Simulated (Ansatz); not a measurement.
System: Zr3Si.

```yaml
crystal:
  lattice:
    - [0.00000, 0.00000, 4.91283]
    - [-3.00833, 5.21059, 0.00000]
    - [-14.22115, -8.21059, 0.00000]
  atoms:
    - { symbol: Zr, position: [0.75000, 0.00000, 0.39066] }
    - { symbol: Zr, position: [0.75000, 0.50000, 0.70797] }
    - { symbol: Zr, position: [0.75000, 0.75844, 0.23736] }
    - { symbol: Zr, position: [0.75000, 0.25844, 0.55467] }
    - { symbol: Zr, position: [0.75000, 0.24156, 0.23736] }
    - { symbol: Zr, position: [0.75000, 0.74156, 0.55467] }
    - { symbol: Zr, position: [0.25000, 0.50000, 0.29203] }
    - { symbol: Zr, position: [0.25000, 0.00000, 0.60934] }
    - { symbol: Zr, position: [0.25000, 0.74156, 0.44533] }
    - { symbol: Zr, position: [0.25000, 0.24156, 0.76264] }
    - { symbol: Zr, position: [0.25000, 0.25844, 0.44533] }
    - { symbol: Zr, position: [0.25000, 0.75844, 0.76264] }
    - { symbol: Si, position: [0.25000, 0.00000, 0.28846] }
    - { symbol: Si, position: [0.25000, 0.50000, 0.60577] }
    - { symbol: Si, position: [0.75000, 0.50000, 0.39423] }
    - { symbol: Si, position: [0.75000, 0.00000, 0.71154] }
```

Space group Pmma; a structure from a database of computed crystals, not necessarily the ambient phase; not relaxed (largest force 0.5 eV/Å); computed pressure about −3 GPa in this cell.

These are results of Ansatz, DFT PBEsol, scalar-relativistic, plane waves, PAW, not measurements.

Question: Predict the valence pseudo-density and electron localisation function between the atoms.

Answer: Zr–Zr (2.91 Å): the density is about 0.25 e/Å³ at the midpoint; the ELF is about 0.20 at the midpoint (no shared electron pair shows on this line).
Zr–Si (2.97 Å): ρ at the midpoint is about 0.23 e/Å³; the ELF peaks at about 0.75 in the valence shell of Si, 1.0 Å from its nucleus, and is about 0.35 at the midpoint.
Zr–Zr (3.04 Å): ρ at the midpoint is about 0.2 e/Å³; the ELF is about 0.20 at the midpoint; no shared electron pair shows on this line.

Question: Metal or insulator at this level of theory?

Answer: It is metallic or semimetallic at this level of theory: no gap opens.

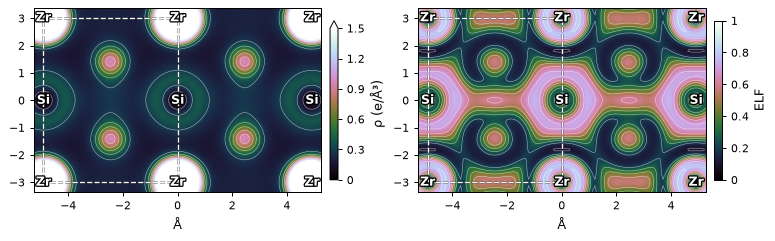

Computed valence pseudo-density and electron localisation function on the (001) plane of the conventional cell, in this order. Atoms just off the plane (Zr, 0.9 Å away) can leave unmarked features too.
